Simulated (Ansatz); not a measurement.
# TiO2: single-point calculation (part 2 of 2)

TiO2 (Pbcn, 48 atoms in the cell); DFT PBE, scalar-relativistic, plane waves, PAW, no spin polarisation (Ansatz 0.2.0); cutoff 420 eV, 2×2×2 k-mesh, Gaussian smearing of 0.05 eV. The structure derives from an entry of the Crystallography Open Database.

The program's output, continued
```
  k-point 0: bands = ["-47.2848", "-47.2733", "-47.2733", "-47.2623", "-47.2618", "-47.2618", "-47.2618", "-47.2618", "-47.2618", "-47.2618", "-47.2618", "-47.2618", "-47.2525", "-47.2502", "-47.2502", "-47.2479", "-23.7486", "-23.6820", "-23.6820", "-23.6728", "-23.6728", "-23.6728", "-23.6728", "-23.6652", "-23.6591", "-23.6591", "-23.6591", "-23.6591", "-23.6247", "-23.6033", "-23.6033", "-23.5898", "-23.5856", "-23.5856", "-23.5684", "-23.5428", "-23.5340", "-23.5239", "-23.5239", "-23.5239",
      "-23.5239", "-23.5086", "-23.5086", "-23.5086", "-23.5086", "-23.4931", "-23.4873", "-23.4873", "-23.4743", "-23.4743", "-23.4698", "-23.4698", "-23.4698", "-23.4698", "-23.4568", "-23.4549", "-23.4434", "-23.4434", "-23.4425", "-23.4425", "-23.4425", "-23.4425", "-23.4299", "-23.4289", "-8.8350", "-8.0953", "-8.0953", "-7.6936", "-7.6936", "-7.6936", "-7.6936", "-7.6590", "-7.6202", "-7.6202", "-7.6202", "-7.6202", "-7.5197", "-7.5197", "-7.4551", "-7.3172",
      "-7.2171", "-7.2171", "-7.2171", "-7.2171", "-7.1733", "-7.1476", "-7.1476", "-7.1476", "-7.1476", "-7.1207", "-7.1207", "-7.0858", "-6.9334", "-6.9123", "-6.9123", "-6.7640", "4.0361", "4.1592", "4.3928", "4.3928", "4.5652", "4.5652", "4.6193", "4.6795", "4.6795", "4.6795", "4.6795", "4.7086", "4.7461", "4.7461", "4.7461", "4.7461", "4.9513", "4.9513", "4.9513", "4.9513", "5.0046", "5.1404", "5.1404", "5.1882",
      "5.2019", "5.3306", "5.3306", "5.3306", "5.3306", "5.8261", "5.8398", "5.8588", "5.8588", "5.8943", "5.8943", "5.9729", "6.1305", "6.1305", "6.1305", "6.1305", "6.2126", "6.2126", "6.2126", "6.2126", "6.3259", "6.4953", "6.4953", "6.5076", "6.6008", "6.6519", "6.6519", "6.7711", "6.7711", "6.7831", "6.8330", "6.8690", "6.8690", "6.8690", "6.8690", "7.0166", "7.0759", "7.0759", "7.0759", "7.0759",
      "7.3474", "7.3474", "7.3474", "7.3474", "7.3551", "7.3551", "7.7067", "7.7607", "7.8917", "7.8917", "7.8917", "7.8917", "8.0561", "8.0561", "8.1603", "8.3522", "8.3647", "8.5183", "8.5183", "8.5183", "8.5183", "8.6818", "8.6818", "8.6818", "8.6818", "8.7027", "8.7027", "8.7160", "8.8166", "8.8166", "9.1980", "9.2414", "11.7178", "11.8256", "11.8753", "11.8852", "11.9486", "11.9486", "11.9486", "11.9486",
      "11.9899", "11.9899", "12.0108", "12.0108", "12.0916", "12.0916", "12.0916", "12.0916", "12.2046", "12.2596", "12.3268", "12.3268", "12.6730", "12.6730", "12.6730", "12.6730", "12.7675", "12.7675", "12.7675", "12.7675", "12.7964", "12.7964"]
  k-point 1: bands = ["-47.2794", "-47.2794", "-47.2685", "-47.2685", "-47.2641", "-47.2641", "-47.2641", "-47.2641", "-47.2596", "-47.2596", "-47.2596", "-47.2596", "-47.2507", "-47.2507", "-47.2487", "-47.2487", "-23.7153", "-23.7153", "-23.6971", "-23.6971", "-23.6971", "-23.6971", "-23.6502", "-23.6502", "-23.6502", "-23.6502", "-23.6409", "-23.6409", "-23.6315", "-23.6315", "-23.6037", "-23.6037", "-23.5707", "-23.5707", "-23.5347", "-23.5347", "-23.5307", "-23.5307", "-23.5269", "-23.5269",
      "-23.5269", "-23.5269", "-23.5027", "-23.5027", "-23.4834", "-23.4834", "-23.4834", "-23.4834", "-23.4724", "-23.4724", "-23.4640", "-23.4640", "-23.4640", "-23.4640", "-23.4550", "-23.4550", "-23.4543", "-23.4543", "-23.4543", "-23.4543", "-23.4479", "-23.4479", "-23.4406", "-23.4406", "-8.4959", "-8.4959", "-7.8840", "-7.8840", "-7.8840", "-7.8840", "-7.8113", "-7.8113", "-7.5660", "-7.5660", "-7.4958", "-7.4958", "-7.4958", "-7.4958", "-7.3595", "-7.3595",
      "-7.2152", "-7.2152", "-7.2152", "-7.2152", "-7.1050", "-7.1050", "-7.0696", "-7.0696", "-7.0696", "-7.0696", "-7.0416", "-7.0416", "-6.9670", "-6.9670", "-6.9336", "-6.9336", "4.3341", "4.3341", "4.3511", "4.3511", "4.3617", "4.3617", "4.3617", "4.3617", "4.6765", "4.6765", "4.7940", "4.7940", "4.8208", "4.8208", "4.8208", "4.8208", "4.9332", "4.9332", "5.0675", "5.0675", "5.0675", "5.0675", "5.2668", "5.2668",
      "5.3065", "5.3065", "5.3065", "5.3065", "5.3663", "5.3663", "5.4354", "5.4354", "5.7725", "5.7725", "5.9588", "5.9588", "5.9588", "5.9588", "5.9609", "5.9609", "6.2522", "6.2522", "6.3472", "6.3472", "6.5117", "6.5117", "6.5852", "6.5852", "6.5852", "6.5852", "6.8207", "6.8207", "6.8207", "6.8207", "7.0295", "7.0295", "7.0295", "7.0295", "7.0882", "7.0882", "7.0884", "7.0884", "7.4730", "7.4730",
      "7.5063", "7.5063", "7.5063", "7.5063", "7.5740", "7.5740", "7.7349", "7.7349", "7.9246", "7.9246", "7.9246", "7.9246", "7.9504", "7.9504", "7.9652", "7.9652", "8.2232", "8.2232", "8.3682", "8.3682", "8.3682", "8.3682", "8.6320", "8.6320", "8.7639", "8.7639", "8.7639", "8.7639", "8.8377", "8.8377", "8.8420", "8.8420", "11.7938", "11.7938", "11.9193", "11.9193", "11.9431", "11.9431", "11.9431", "11.9431",
      "12.1355", "12.1355", "12.1917", "12.1917", "12.2042", "12.2042", "12.2042", "12.2042", "12.3435", "12.3435", "12.5152", "12.5152", "12.5327", "12.5327", "12.5327", "12.5327", "12.6531", "12.6531", "12.7691", "12.7691", "12.7691", "12.7691"]
  k-point 2: bands = ["-47.2766", "-47.2766", "-47.2707", "-47.2707", "-47.2707", "-47.2707", "-47.2635", "-47.2635", "-47.2538", "-47.2538", "-47.2533", "-47.2533", "-47.2530", "-47.2530", "-47.2530", "-47.2530", "-23.7026", "-23.7026", "-23.7011", "-23.7011", "-23.6930", "-23.6930", "-23.6762", "-23.6762", "-23.6668", "-23.6668", "-23.6337", "-23.6337", "-23.6132", "-23.6132", "-23.5918", "-23.5918", "-23.5669", "-23.5669", "-23.5494", "-23.5494", "-23.5381", "-23.5381", "-23.5119", "-23.5119",
      "-23.5101", "-23.5101", "-23.4980", "-23.4980", "-23.4945", "-23.4945", "-23.4905", "-23.4905", "-23.4831", "-23.4831", "-23.4688", "-23.4688", "-23.4669", "-23.4669", "-23.4661", "-23.4661", "-23.4549", "-23.4549", "-23.4490", "-23.4490", "-23.4429", "-23.4429", "-23.4285", "-23.4285", "-8.4174", "-8.4174", "-8.0759", "-8.0759", "-8.0234", "-8.0234", "-7.6078", "-7.6078", "-7.5408", "-7.5408", "-7.4573", "-7.4573", "-7.3961", "-7.3961", "-7.3729", "-7.3729",
      "-7.2641", "-7.2641", "-7.1409", "-7.1409", "-7.1401", "-7.1401", "-7.1233", "-7.1233", "-7.0931", "-7.0931", "-6.9950", "-6.9950", "-6.9873", "-6.9873", "-6.9748", "-6.9748", "4.2986", "4.2986", "4.3512", "4.3512", "4.4930", "4.4930", "4.6163", "4.6163", "4.6289", "4.6289", "4.7468", "4.7468", "4.7671", "4.7671", "4.8236", "4.8236", "4.8281", "4.8281", "4.9549", "4.9549", "5.0808", "5.0808", "5.1888", "5.1888",
      "5.2321", "5.2321", "5.3451", "5.3451", "5.4016", "5.4016", "5.4430", "5.4430", "5.7993", "5.7993", "5.8659", "5.8659", "5.9200", "5.9200", "6.0473", "6.0473", "6.1736", "6.1736", "6.1975", "6.1975", "6.4022", "6.4022", "6.6214", "6.6214", "6.6942", "6.6942", "6.7020", "6.7020", "6.9290", "6.9290", "7.0527", "7.0527", "7.0916", "7.0916", "7.2677", "7.2677", "7.4409", "7.4409", "7.4600", "7.4600",
      "7.4814", "7.4814", "7.5115", "7.5115", "7.6051", "7.6051", "7.7134", "7.7134", "7.7447", "7.7447", "7.8259", "7.8259", "8.0617", "8.0617", "8.1702", "8.1702", "8.1830", "8.1830", "8.2157", "8.2157", "8.4887", "8.4887", "8.5041", "8.5041", "8.6019", "8.6019", "8.7406", "8.7406", "8.7539", "8.7539", "8.9686", "8.9686", "11.8371", "11.8371", "11.9602", "11.9602", "11.9892", "11.9892", "12.0156", "12.0156",
      "12.0782", "12.0782", "12.1153", "12.1153", "12.1874", "12.1874", "12.2010", "12.2010", "12.2519", "12.2519", "12.3415", "12.3415", "12.3950", "12.3950", "12.6912", "12.6912", "12.7566", "12.7567", "12.7932", "12.7932", "12.7945", "12.7945"]
  k-point 4: bands = ["-47.2752", "-47.2752", "-47.2735", "-47.2735", "-47.2663", "-47.2663", "-47.2618", "-47.2618", "-47.2618", "-47.2618", "-47.2574", "-47.2574", "-47.2501", "-47.2501", "-47.2485", "-47.2485", "-23.7092", "-23.7092", "-23.6969", "-23.6969", "-23.6969", "-23.6969", "-23.6884", "-23.6884", "-23.6678", "-23.6678", "-23.6152", "-23.6152", "-23.6077", "-23.6077", "-23.5971", "-23.5971", "-23.5676", "-23.5676", "-23.5394", "-23.5394", "-23.5315", "-23.5315", "-23.5296", "-23.5296",
      "-23.5167", "-23.5167", "-23.4821", "-23.4821", "-23.4821", "-23.4821", "-23.4805", "-23.4805", "-23.4772", "-23.4772", "-23.4746", "-23.4746", "-23.4629", "-23.4629", "-23.4599", "-23.4599", "-23.4595", "-23.4595", "-23.4595", "-23.4595", "-23.4576", "-23.4576", "-23.4380", "-23.4380", "-8.2707", "-8.2707", "-8.0859", "-8.0859", "-8.0665", "-8.0665", "-7.7156", "-7.7156", "-7.7156", "-7.7156", "-7.4687", "-7.4687", "-7.4597", "-7.4597", "-7.3941", "-7.3941",
      "-7.1158", "-7.1158", "-7.1158", "-7.1158", "-7.0663", "-7.0663", "-7.0604", "-7.0604", "-7.0529", "-7.0529", "-7.0525", "-7.0525", "-7.0325", "-7.0325", "-6.9282", "-6.9282", "4.1274", "4.1274", "4.4241", "4.4241", "4.4571", "4.4571", "4.4865", "4.4865", "4.4865", "4.4865", "4.7510", "4.7510", "4.7696", "4.7696", "4.7712", "4.7712", "4.9996", "4.9996", "5.1529", "5.1529", "5.1660", "5.1660", "5.1793", "5.1793",
      "5.1793", "5.1793", "5.1797", "5.1797", "5.4347", "5.4347", "5.4930", "5.4930", "5.7233", "5.7233", "5.8778", "5.8778", "5.9501", "5.9501", "6.2635", "6.2635", "6.2640", "6.2640", "6.2640", "6.2640", "6.4220", "6.4220", "6.4515", "6.4515", "6.7933", "6.7933", "6.9455", "6.9455", "7.0336", "7.0336", "7.1725", "7.1725", "7.1951", "7.1951", "7.2617", "7.2617", "7.2930", "7.2930", "7.2930", "7.2930",
      "7.4709", "7.4709", "7.5286", "7.5286", "7.5374", "7.5374", "7.6809", "7.6809", "7.8368", "7.8368", "7.8368", "7.8368", "7.8957", "7.8957", "7.9621", "7.9621", "7.9693", "7.9693", "8.1980", "8.1980", "8.1980", "8.1980", "8.5662", "8.5662", "8.6945", "8.6945", "8.8219", "8.8219", "8.8991", "8.8991", "9.0127", "9.0127", "11.7661", "11.7661", "11.8661", "11.8661", "12.0215", "12.0215", "12.0876", "12.0876",
      "12.2003", "12.2003", "12.2003", "12.2003", "12.3191", "12.3191", "12.3697", "12.3697", "12.3771", "12.3771", "12.5590", "12.5590", "12.5590", "12.5590", "12.6229", "12.6229", "12.7379", "12.7379", "12.7736", "12.7736", "12.7744", "12.7744"]
```

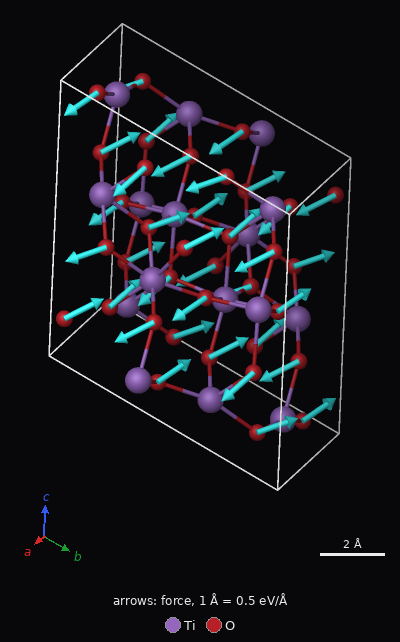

*Forces on the atoms as teal arrows (ball-and-stick view of the cell of the calculation, seen slightly off an axis).*

The largest act on all 32 O atoms (0.70 eV/Å). Atoms are counted from 1 in the order of the input and aren't labelled in the picture. The geometry is not a stationary point of this energy.

Results in brief

| quantity | value |
| --- | --- |
| outcome | converged |
| space group (tolerance 0.01 Å) | Pbcn (60) |
| electrons treated | 384 |
| free energy | −58217.6395 eV |
| Fermi energy | 10.480 eV |
| gap on the k-point mesh | 2.48 eV |
| largest force (length of the vector) | 0.702 eV/Å |
| hardware | 4 threads of Arm Neoverse N1, 24 GiB of memory available, shared host |
| wall time | 17 s (CPU time 65 s) |
| peak memory | 2.6 GiB |
